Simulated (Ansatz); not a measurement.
# Run report: Al8Ni8H, geometry relaxation (part 3 of 3)

The same run, continued: Al8Ni8H (slab, 17 atoms in the cell); DFT PBE+D3(BJ), scalar-relativistic, plane waves, PAW, no spin polarisation (Ansatz 0.2.0); cutoff 420 eV, 5×7×1 k-mesh, Gaussian smearing of 0.1 eV. The structure derives from an entry of the Crystallography Open Database. The input holds or restrains some coordinates. Forces given for the steps count only the free coordinates.

Geometry of the input (Å; fractional positions):
```
5.7148  0.0000  0.0000
0.0000  4.0410  0.0000
0.0000  0.0000  25.0615
Al 0.0000  0.5000  0.3392
Al 0.5000  0.5000  0.3392
Ni 0.2500  0.0000  0.3392
Ni 0.7500  0.0000  0.3392
Al 0.0000  0.0000  0.4198
Al 0.5000  0.0000  0.4198
Ni 0.2500  0.5000  0.4198
Ni 0.7500  0.5000  0.4198
Al 0.0000  0.5000  0.5007
Al 0.5000  0.5000  0.5007
Ni 0.2500  0.0000  0.4994
Ni 0.7500  0.0000  0.4994
Al 0.0000  0.0000  0.5850
Al 0.5000  0.0000  0.5850
Ni 0.2500  0.5000  0.5778
Ni 0.7500  0.5000  0.5778
H  0.2500  0.1667  0.6089
```

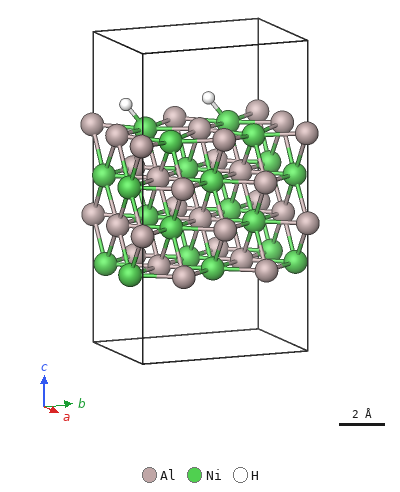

*The geometry at step 5 of the log (ball-and-stick view of the 1 × 2 repeat of the cell, with the vacuum cut short, seen slightly off an axis).*

### The program's output, continued
```
  k-point 0: bands = ["-101.8816", "-101.8791", "-101.8737", "-101.8566", "-101.8303", "-101.5175", "-101.4201", "-101.4158", "-62.5042", "-62.3087", "-62.3073", "-62.3011", "-62.2813", "-62.2771", "-62.2767", "-62.2765", "-62.2699", "-62.2563", "-62.2540", "-62.2410", "-62.2309", "-62.2309", "-62.1201", "-62.0649", "-61.9506", "-61.9413", "-61.9004", "-61.8438", "-61.8270", "-61.8194", "-61.7114", "-61.7064", "-9.3029", "-7.9657", "-6.2063", "-5.1189", "-5.0031", "-4.4649", "-4.1658", "-3.8250", "-3.1968", "-3.0088", "-2.4591", "-2.4235", "-2.2786", "-1.9545", "-1.9168", "-1.8572", "-1.7845", "-1.5972", "-1.5158", "-1.4145", "-1.2783", "-1.2082", "-1.1765", "-1.0600", "-0.8111", "-0.7381", "-0.6722", "-0.6262", "-0.5520", "-0.5467", "-0.5259", "-0.3897", "-0.3228", "-0.2852", "-0.2612", "-0.1982", "-0.1647", "-0.0674", "-0.0625", "0.0797", "0.0863", "0.1056", "0.2245", "0.2546", "0.3577", "0.4170", "0.4673", "0.5148", "0.6753", "0.9240", "1.1285", "1.3597", "1.6214", "2.3015", "2.3151", "3.4556", "3.6422", "4.0252", "4.2734", "4.3191", "4.7519", "5.2992", "5.3481", "5.5332", "5.5765", "5.6068", "5.8580", "6.3293", "6.3536", "6.5191"]
  k-point 1: bands = ["-101.8816", "-101.8791", "-101.8737", "-101.8567", "-101.8303", "-101.5175", "-101.4201", "-101.4158", "-62.5043", "-62.3088", "-62.3073", "-62.3012", "-62.2814", "-62.2771", "-62.2770", "-62.2764", "-62.2699", "-62.2562", "-62.2538", "-62.2410", "-62.2309", "-62.2309", "-62.1201", "-62.0650", "-61.9507", "-61.9413", "-61.9004", "-61.8437", "-61.8269", "-61.8194", "-61.7114", "-61.7064", "-9.1134", "-7.7828", "-6.0468", "-5.0124", "-4.8254", "-4.3983", "-4.0977", "-3.7840", "-3.1765", "-3.1454", "-2.6791", "-2.6213", "-2.5363", "-2.3207", "-1.9536", "-1.9028", "-1.8962", "-1.6194", "-1.3657", "-1.2422", "-1.2374", "-1.1579", "-1.0486", "-0.9163", "-0.8476", "-0.7634", "-0.7395", "-0.5827", "-0.5778", "-0.5615", "-0.5456", "-0.3674", "-0.3597", "-0.3354", "-0.2749", "-0.2694", "-0.1994", "-0.0629", "-0.0426", "0.0009", "0.0804", "0.1048", "0.1280", "0.1849", "0.3677", "0.4066", "0.5187", "0.6134", "0.6186", "0.9159", "1.0480", "1.1731", "1.3567", "2.0911", "2.1031", "2.4762", "3.2556", "4.2157", "4.4604", "4.4643", "4.6206", "4.7755", "5.0260", "5.0664", "5.6553", "5.7657", "5.9882", "6.1796", "6.4931", "6.5303"]
  k-point 2: bands = ["-101.8815", "-101.8791", "-101.8738", "-101.8567", "-101.8303", "-101.5175", "-101.4201", "-101.4158", "-62.5043", "-62.3089", "-62.3073", "-62.3013", "-62.2817", "-62.2775", "-62.2770", "-62.2763", "-62.2699", "-62.2561", "-62.2535", "-62.2410", "-62.2309", "-62.2309", "-62.1201", "-62.0650", "-61.9507", "-61.9413", "-61.9004", "-61.8437", "-61.8269", "-61.8194", "-61.7114", "-61.7064", "-8.5518", "-7.2446", "-5.6163", "-5.0396", "-4.7087", "-4.3150", "-3.9320", "-3.9276", "-3.6205", "-3.1789", "-3.0083", "-3.0063", "-2.5503", "-2.3384", "-2.1866", "-1.8887", "-1.7301", "-1.5873", "-1.2971", "-1.2275", "-1.1307", "-1.0928", "-1.0391", "-0.9544", "-0.8552", "-0.7787", "-0.6669", "-0.6610", "-0.6251", "-0.6126", "-0.6058", "-0.4879", "-0.4345", "-0.3404", "-0.3209", "-0.2776", "-0.2428", "-0.1536", "-0.1534", "-0.1134", "-0.0507", "0.0359", "0.1092", "0.1456", "0.3887", "0.4019", "0.4793", "0.4878", "0.7022", "0.7934", "0.9052", "1.0969", "1.3280", "1.4189", "1.4316", "1.4856", "2.6477", "3.2534", "3.7470", "3.8750", "4.2349", "4.5840", "4.9148", "5.2410", "5.4360", "5.4999", "5.8854", "6.2578", "6.9222", "7.0762"]
  k-point 11: bands = ["-101.8815", "-101.8790", "-101.8738", "-101.8567", "-101.8303", "-101.5175", "-101.4199", "-101.4160", "-62.5044", "-62.3090", "-62.3030", "-62.3013", "-62.2819", "-62.2777", "-62.2764", "-62.2742", "-62.2725", "-62.2560", "-62.2532", "-62.2454", "-62.2309", "-62.2305", "-62.1200", "-62.0651", "-61.9507", "-61.9415", "-61.9008", "-61.8354", "-61.8277", "-61.8269", "-61.7112", "-61.7065", "-6.9654", "-6.1740", "-5.8789", "-5.7330", "-5.1732", "-5.0350", "-4.7269", "-4.2691", "-3.9124", "-3.3710", "-2.9502", "-2.6867", "-2.3904", "-1.8720", "-1.7553", "-1.6648", "-1.5041", "-1.3322", "-1.2484", "-1.1741", "-1.1033", "-1.0706", "-1.0264", "-0.9722", "-0.9162", "-0.8802", "-0.8063", "-0.7721", "-0.7458", "-0.6880", "-0.6569", "-0.6331", "-0.5747", "-0.5382", "-0.5140", "-0.4923", "-0.4366", "-0.4072", "-0.3614", "-0.3025", "-0.2660", "-0.2353", "-0.2023", "-0.1318", "-0.0954", "-0.0162", "0.0392", "0.0694", "0.3304", "0.7665", "0.9007", "1.0860", "1.4612", "1.8649", "2.1694", "2.4077", "2.9764", "3.6688", "3.9500", "4.3669", "4.4012", "4.8071", "5.1444", "5.4312", "5.5923", "5.8996", "6.1214", "6.4934", "6.8562", "7.0345"]
--- Relaxed structure (7 steps of the walk, 7 accepted, 0 SCFs on fresh bases) ---
  F+E_penalty+E_count = -51044.97614940 eV   max|allowed force component| = 2.391e-2 eV/Å
  atoms:
    - { symbol: Al, position: [0.0, 0.5, 0.3391655233] }
    - { symbol: Al, position: [0.5, 0.5, 0.3391655233] }
    - { symbol: Ni, position: [0.25, 0.0, 0.3391655233] }
    - { symbol: Ni, position: [0.7500000000000001, 0.0, 0.3391655233] }
    - { symbol: Al, position: [0.0, 0.0, 0.41978729020000005] }
    - { symbol: Al, position: [0.5, 0.0, 0.41978729020000005] }
    - { symbol: Ni, position: [0.25, 0.5, 0.41978729020000005] }
    - { symbol: Ni, position: [0.7500000000000001, 0.5, 0.41978729020000005] }
    - { symbol: Al, position: [0.000759241581316553, 0.48964834660909073, 0.5004902836398687] }
    - { symbol: Al, position: [0.4992407584186835, 0.48964834660909073, 0.5004902836398687] }
    - { symbol: Ni, position: [0.25, -0.016727935617226783, 0.5010205357331129] }
    - { symbol: Ni, position: [0.7500000000000001, -0.007632649298635371, 0.4994802089403514] }
    - { symbol: Al, position: [-0.0014570894180978783, -0.005175008784819293, 0.5845616468632476] }
    - { symbol: Al, position: [0.5014570894180977, -0.005175008784819293, 0.5845616468632476] }
    - { symbol: Ni, position: [0.25, 0.4903619365576675, 0.5792656608655599] }
    - { symbol: Ni, position: [0.7500000000000001, 0.4983402139759984, 0.577424190127978] }
    - { symbol: H, position: [0.25, 0.2490872927202623, 0.6279552978981598] }
```

### Trajectory as extended XYZ (Å, eV, eV/Å), 6 of the 7 frames kept, from step=1 to step=7
```
17
Lattice="5.7148 0.0000 0.0000 0.0000 4.0410 0.0000 0.0000 0.0000 25.0615" Properties=species:S:1:pos:R:3:forces:R:3 step=1 energy=-51044.54212
Al    0.0000    2.0205    8.5000    0.0039  -0.0041  -0.6102
Al    2.8574    2.0205    8.5000   -0.0039  -0.0041  -0.6102
Ni    1.4287    0.0000    8.5000    0.0000   0.0306   0.5385
Ni    4.2861    0.0000    8.5000    0.0000  -0.0216   0.5500
Al    0.0000    0.0000   10.5205   -0.0009   0.0046  -0.3768
Al    2.8574    0.0000   10.5205    0.0009   0.0046  -0.3768
Ni    1.4287    2.0205   10.5205    0.0000   0.0147   0.3617
Ni    4.2861    2.0205   10.5205    0.0000   0.0476   0.4331
Al    0.0000    2.0205   12.5490    0.0154  -0.0047  -0.0728
Al    2.8574    2.0205   12.5490   -0.0154  -0.0047  -0.0728
Ni    1.4287    0.0000   12.5152    0.0000  -0.2037  -0.1194
Ni    4.2861    0.0000   12.5152    0.0000   0.0658   0.0593
Al    0.0000    0.0000   14.6610   -1.0374  -0.4530  -0.5312
Al    2.8574    0.0000   14.6610    1.0374  -0.4530  -0.5312
Ni    1.4287    2.0205   14.4797    0.0000   0.1245  -0.1071
Ni    4.2861    2.0205   14.4797    0.0000   0.0891   0.0211
H     1.4287    0.6735   15.2610    0.0000   0.7672   1.4457
17
Lattice="5.7148 0.0000 0.0000 0.0000 4.0410 0.0000 0.0000 0.0000 25.0615" Properties=species:S:1:pos:R:3:forces:R:3 step=2 energy=-51044.81060
Al    0.0000    2.0205    8.5000    0.0117  -0.0066  -0.6121
Al    2.8574    2.0205    8.5000   -0.0117  -0.0066  -0.6121
Ni    1.4287    0.0000    8.5000    0.0000   0.0340   0.5390
Ni    4.2861    0.0000    8.5000    0.0000  -0.0214   0.5481
Al    0.0000    0.0000   10.5205    0.0026  -0.0036  -0.3810
Al    2.8574    0.0000   10.5205   -0.0026  -0.0036  -0.3810
Ni    1.4287    2.0205   10.5205    0.0000   0.0263   0.3687
Ni    4.2861    2.0205   10.5205    0.0000   0.0480   0.4327
Al    0.0028    2.0123   12.5496    0.0115  -0.0109  -0.0443
Al    2.8546    2.0123   12.5496   -0.0115  -0.0109  -0.0443
Ni    1.4287   -0.0153   12.5122    0.0000  -0.1411   0.0645
Ni    4.2861   -0.0038   12.5152    0.0000   0.0386   0.0253
Al   -0.0137   -0.0043   14.6586   -0.3823  -0.2139  -0.3382
Al    2.8711   -0.0043   14.6586    0.3823  -0.2139  -0.3382
Ni    1.4287    2.0153   14.4958    0.0000  -0.0696  -0.0153
Ni    4.2861    2.0201   14.4791    0.0000   0.0729  -0.0075
H     1.4287    0.7431   15.4384    0.0000   0.4822   0.7953
17
Lattice="5.7148 0.0000 0.0000 0.0000 4.0410 0.0000 0.0000 0.0000 25.0615" Properties=species:S:1:pos:R:3:forces:R:3 step=3 energy=-51044.92875
Al    0.0000    2.0205    8.5000    0.0168  -0.0110  -0.6147
Al    2.8574    2.0205    8.5000   -0.0168  -0.0110  -0.6147
Ni    1.4287    0.0000    8.5000    0.0000   0.0343   0.5338
Ni    4.2861    0.0000    8.5000    0.0000  -0.0184   0.5469
Al    0.0000    0.0000   10.5205    0.0305  -0.0218  -0.3387
Al    2.8574    0.0000   10.5205   -0.0305  -0.0218  -0.3387
Ni    1.4287    2.0205   10.5205    0.0000   0.0526   0.3606
Ni    4.2861    2.0205   10.5205    0.0000   0.0410   0.4444
Al    0.0098    1.9951   12.5466   -0.0394  -0.0085   0.0168
Al    2.8476    1.9951   12.5466    0.0394  -0.0085   0.0168
Ni    1.4287   -0.0524   12.5425    0.0000   0.0178  -0.0735
Ni    4.2861   -0.0055   12.5176    0.0000  -0.0536   0.0164
Al    0.0157   -0.0052   14.6384   -0.4064  -0.1622  -0.0760
Al    2.8417   -0.0052   14.6384    0.4064  -0.1622  -0.0760
Ni    1.4287    1.9863   14.5291    0.0000   0.0116  -0.0672
Ni    4.2861    2.0293   14.4715    0.0000   0.0186   0.0013
H     1.4287    0.8269   15.6200    0.0000   0.3029   0.2625
17
Lattice="5.7148 0.0000 0.0000 0.0000 4.0410 0.0000 0.0000 0.0000 25.0615" Properties=species:S:1:pos:R:3:forces:R:3 step=5 energy=-51044.96423
Al    0.0000    2.0205    8.5000    0.0289  -0.0147  -0.6074
Al    2.8574    2.0205    8.5000   -0.0289  -0.0147  -0.6074
Ni    1.4287    0.0000    8.5000    0.0000   0.0339   0.5271
Ni    4.2861    0.0000    8.5000    0.0000  -0.0086   0.5328
Al    0.0000    0.0000   10.5205    0.0703  -0.0509  -0.3017
Al    2.8574    0.0000   10.5205   -0.0703  -0.0509  -0.3017
Ni    1.4287    2.0205   10.5205    0.0000   0.0494   0.3846
Ni    4.2861    2.0205   10.5205    0.0000   0.0360   0.4292
Al    0.0071    1.9712   12.5465    0.0469  -0.0143   0.0327
Al    2.8503    1.9712   12.5465   -0.0469  -0.0143   0.0327
Ni    1.4287   -0.0739   12.5669    0.0000  -0.0181  -0.0487
Ni    4.2861   -0.0400   12.5169    0.0000   0.0102   0.0116
Al   -0.0123   -0.0449   14.6498    0.0180   0.0280   0.0320
Al    2.8698   -0.0449   14.6498   -0.0180   0.0280   0.0320
Ni    1.4287    1.9536   14.5631    0.0000   0.1993  -0.4823
Ni    4.2861    1.9916   14.4605    0.0000  -0.0156   0.0839
H     1.4287    0.9926   15.7444    0.0000  -0.1830   0.2494
17
Lattice="5.7148 0.0000 0.0000 0.0000 4.0410 0.0000 0.0000 0.0000 25.0615" Properties=species:S:1:pos:R:3:forces:R:3 step=6 energy=-51044.97612
Al    0.0000    2.0205    8.5000    0.0280  -0.0135  -0.6087
Al    2.8574    2.0205    8.5000   -0.0280  -0.0135  -0.6087
Ni    1.4287    0.0000    8.5000    0.0000   0.0345   0.5195
Ni    4.2861    0.0000    8.5000    0.0000  -0.0117   0.5366
Al    0.0000    0.0000   10.5205    0.0580  -0.0419  -0.3199
Al    2.8574    0.0000   10.5205   -0.0580  -0.0419  -0.3199
Ni    1.4287    2.0205   10.5205    0.0000   0.0475   0.3718
Ni    4.2861    2.0205   10.5205    0.0000   0.0352   0.4146
Al    0.0043    1.9787   12.5430   -0.0024  -0.0075  -0.0010
Al    2.8531    1.9787   12.5430    0.0024  -0.0075  -0.0010
Ni    1.4287   -0.0676   12.5563    0.0000   0.0187   0.0180
Ni    4.2861   -0.0308   12.5177    0.0000   0.0100   0.0050
Al   -0.0083   -0.0209   14.6500   -0.0048   0.0096   0.0034
Al    2.8657   -0.0209   14.6500    0.0048   0.0096   0.0034
Ni    1.4287    1.9816   14.5173    0.0000  -0.0177   0.0199
Ni    4.2861    2.0138   14.4711    0.0000  -0.0133  -0.0073
H     1.4287    1.0066   15.7375    0.0000   0.0011  -0.0241
17
Lattice="5.7148 0.0000 0.0000 0.0000 4.0410 0.0000 0.0000 0.0000 25.0615" Properties=species:S:1:pos:R:3:forces:R:3 step=7 energy=-51044.97615
Al    0.0000    2.0205    8.5000    0.0277  -0.0135  -0.6088
Al    2.8574    2.0205    8.5000   -0.0277  -0.0135  -0.6088
Ni    1.4287    0.0000    8.5000    0.0000   0.0345   0.5187
Ni    4.2861    0.0000    8.5000    0.0000  -0.0117   0.5371
Al    0.0000    0.0000   10.5205    0.0575  -0.0420  -0.3202
Al    2.8574    0.0000   10.5205   -0.0575  -0.0420  -0.3202
Ni    1.4287    2.0205   10.5205    0.0000   0.0477   0.3713
Ni    4.2861    2.0205   10.5205    0.0000   0.0352   0.4147
Al    0.0043    1.9787   12.5430   -0.0027  -0.0069  -0.0007
Al    2.8531    1.9787   12.5430    0.0027  -0.0069  -0.0007
Ni    1.4287   -0.0676   12.5563    0.0000   0.0178   0.0189
Ni    4.2861   -0.0308   12.5177    0.0000   0.0091   0.0055
Al   -0.0083   -0.0209   14.6500   -0.0050   0.0090   0.0032
Al    2.8657   -0.0209   14.6500    0.0050   0.0090   0.0032
Ni    1.4287    1.9816   14.5173    0.0000  -0.0156   0.0195
Ni    4.2861    2.0138   14.4711    0.0000  -0.0111  -0.0090
H     1.4287    1.0066   15.7375    0.0000   0.0009  -0.0239
```

### Key numbers

```csv
quantity,value
outcome,converged under the restraints of the input
electrons treated,169
free energy,−51044.9761 eV
"work function, top face",4.62 eV
"work function, bottom face",4.93 eV
Fermi energy,1.478 eV
gap on the k-point mesh,none (metallic)
final volume,578.76 Å³
work function (upper face),4.62 eV
"largest force (length of the vector) at the end, held atoms and coordinates included",0.610 eV/Å
hardware,"2 threads of Arm Neoverse V1, 24 GiB of memory available, shared host"
wall time,7.9 min (CPU time 15 min)
peak memory,1.3 GiB
```

### Notes

Warnings of the run: the exchange-correlation potential is rough where the density is thin. The run has no spin polarisation, so a magnetic state may lie lower.
